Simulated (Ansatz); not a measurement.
**A Fermi-surface study of ZrB (Fm-3m)**

Input file:

```yaml
crystal:
  lattice:
    - [0.0, 2.325, 2.325]
    - [2.325, 0.0, 2.325]
    - [2.325, 2.325, 0.0]
  atoms:
    - { symbol: Zr, position: [0.0, 0.0, 0.0] }
    - { symbol: B, position: [0.5, 0.5, 0.5] }
basis:
  ecutwfc: 420
kpoints:
  mp_grid: { grid: [14, 14, 14] }
hamiltonian:
  xc: pbe
scf:
  occupations: { method: gaussian, width: 0.05 }
output:
  forces: true
  eigenvalues: true
  eigenstates:
    nscf_kmesh: { grid: [34, 34, 34] }
    top_band: c6
    de_dk: true
    localisation: true
  stress: true
checkpoint:
  write: ck
  compress: false
  write_wavefunctions: false
  write_every: 100000
```

Command:

```sh
ansatz run input.yaml --threads 1 --pin off --max-ram 3072MiB --backend cpu --events-out ev --progress --plain --runs-dir out
```

Level of theory: Ansatz 0.2.0, DFT PBE, scalar-relativistic, plane waves, PAW; levels and slopes on a dense k mesh at the converged density. No spin polarisation. Mesh 34×34×34, interpolated with the band slopes. Unrelaxed database geometry (residual pressure 35 GPa). Sheets, masses and frequencies are those of this strained cell.

Part 1: The sheets

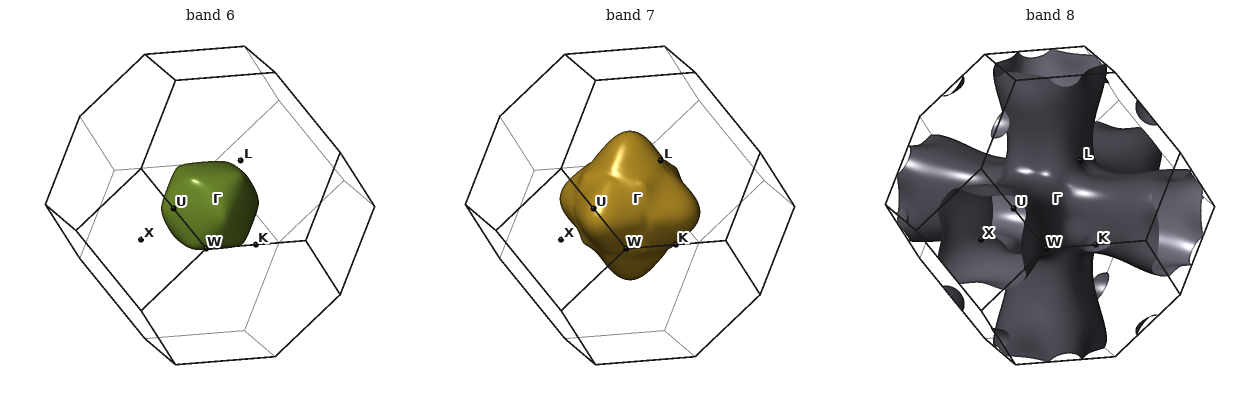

Computed Fermi surface of this crystal. Each panel holds one band. The brighter face of a sheet looks towards empty states.

**What does each sheet look like, and where are the electron and hole pockets?**

Three bands cross the Fermi level; this is a three-dimensional metal.

Band 6: one hole pocket centred at Γ (3.3 % of the zone).
Band 7: one hole pocket centred at Γ (8.1 % of the zone).
Band 8: a sheet that is open in all directions, neither an electron nor a hole pocket (the band is filled at L and empty at Γ and X).

Part 2: Cuts and bands

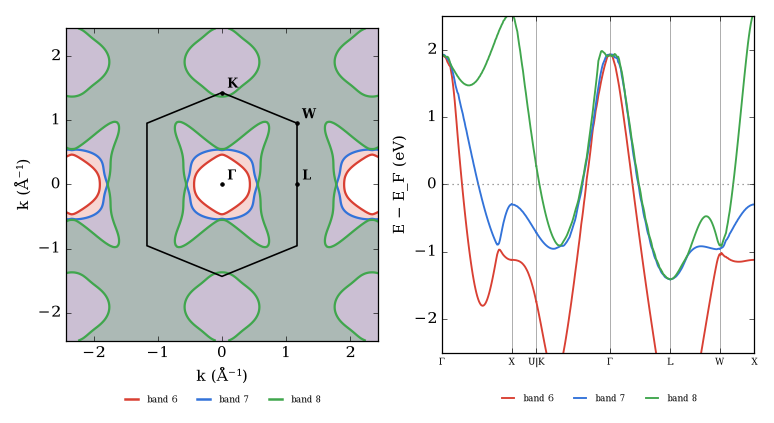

This crystal: cut through the Fermi surface in the plane through Γ, L and W, filled states shaded, and the bands that cross the Fermi level.

**For each band, read its level at the labelled points (eV from the Fermi level).**

```tsv
band	Γ	X	L
band 6	+1.93	−1.12	below
band 7	+1.93	−0.29	−1.41
band 8	+1.93	above	−1.41
```

Negative values are filled states; "above" and "below" lie outside the plotted window.

Part 3: Speeds

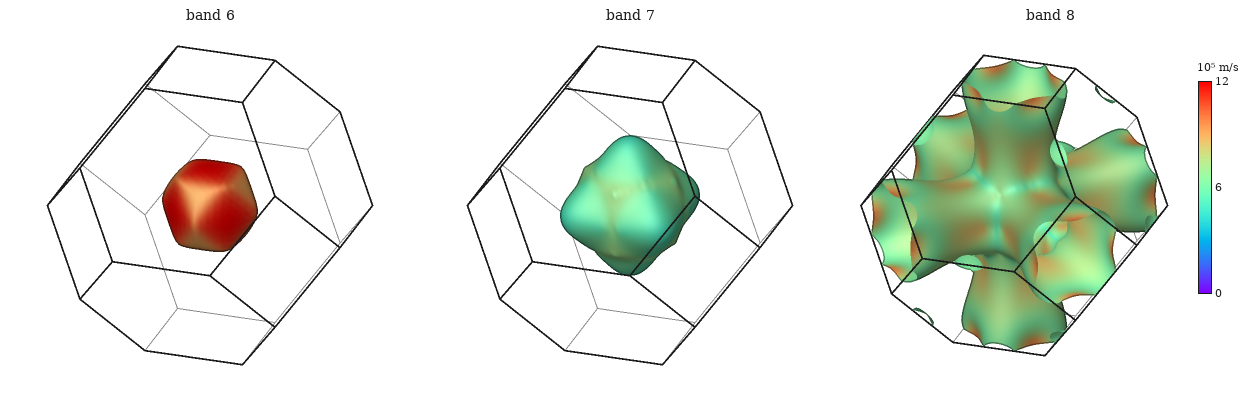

Fermi surface of this crystal, coloured by the Fermi speed.

**How fast are the electrons on each sheet?**

Band 6: 9.1 to 12 × 10⁵ m/s over most of the sheet, 11 × 10⁵ m/s on average over states. Band 7: 5.1 to 7.0 × 10⁵ m/s over most of the sheet, 5.9 × 10⁵ m/s on average over states. Band 8: 6.1 to 8.4 × 10⁵ m/s over most of the sheet, 7.1 × 10⁵ m/s on average over states.

**Which of these bands adds most to the density of states at the Fermi level?**

Band 8, with 0.71 of 1.0 states/eV per cell.

Part 4: Nesting

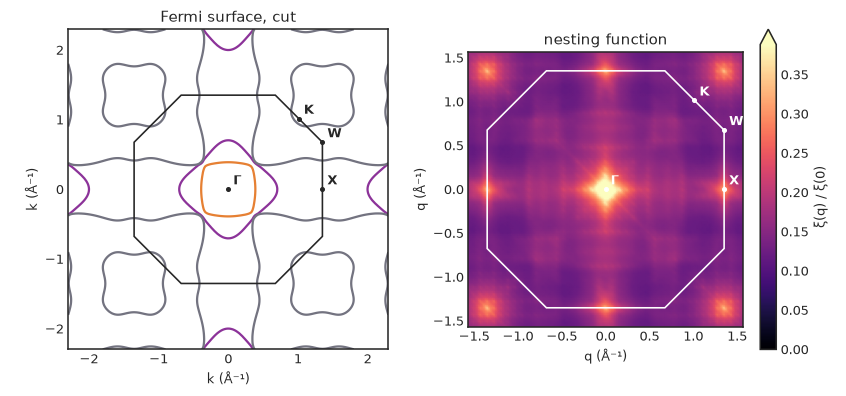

This crystal: a cut of the Fermi surface and the nesting function ξ(q) = Σ δ(ε_k) δ(ε_k+q) over all sheets (each δ a Gaussian as wide as the level changes between mesh points, at least 0.03 eV; heights depend on it), both in the plane through Γ, X and W.

**Where is the strongest nesting away from q = 0?**

The highest maximum lies at X, at q = (0.00, −0.50, −0.50) in units of the primitive reciprocal vectors. It reaches 0.35 of the value at q = 0, against a mean of 0.14. A peak of ξ alone doesn't prove an instability there.

Spin-orbit coupling is left out; with Zr it can split, shift or remove sheets. Necks and pockets thinner than about two mesh steps aren't resolved, so separate pockets may in truth be joined.

Time for the whole run: 19 s on 1 thread of Arm Neoverse V1 (shared host), peak memory 0.43 GiB.
